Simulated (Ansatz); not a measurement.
```
CELL_PARAMETERS angstrom
6.04491 0.00000 0.00000
0.00000 6.04491 0.00000
0.00000 0.00000 6.04491
ATOMIC_POSITIONS crystal
Ba 0.00000 0.00000 0.00000
Ba 0.50000 0.50000 0.00000
Ba 0.50000 0.00000 0.50000
Ba 0.00000 0.50000 0.50000
F 0.25000 0.25000 0.25000
F 0.75000 0.75000 0.25000
F 0.75000 0.25000 0.75000
F 0.25000 0.75000 0.75000
F 0.75000 0.25000 0.25000
F 0.25000 0.75000 0.25000
F 0.25000 0.25000 0.75000
F 0.75000 0.75000 0.75000
```

Space group Fm-3m.

All numbers below come from DFT LDA, scalar-relativistic, plane waves, PAW in Ansatz 0.2.0.

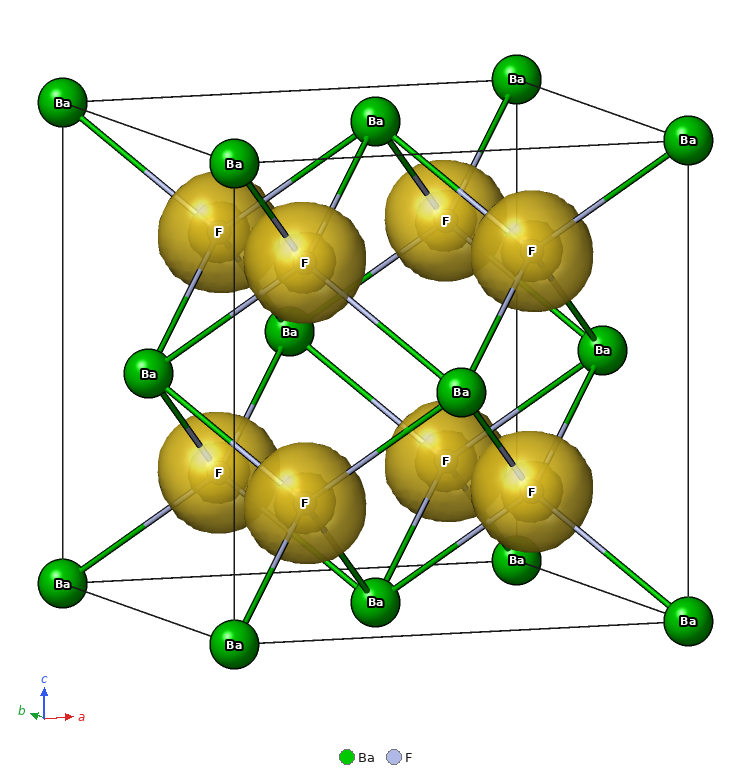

BaF2. Isosurface of the electron localisation function at 0.75 (yellow), seen slightly off an axis. Only the valence region is drawn (cores and ρ < 0.01 e/Å³ removed). Sticks mark near contacts.

Describe the localisation domains.

The ELF exceeds this value in eight regions wrapped around F (the valence shell of each), counted in one cell of 12 atoms. Regions shared between cells count once. Along the contacts the grid gives the following. Ba–F (2.62 Å): the ELF is about 0.20 at the midpoint and 0.10 at its lowest between the atoms: an ionic contact with no shared pair.

Metal or insulator at this level of theory?

It is gapped, with a Kohn–Sham gap of 6.8 eV on the k-point mesh (the band edges may lie off the mesh, which would make the gap smaller).
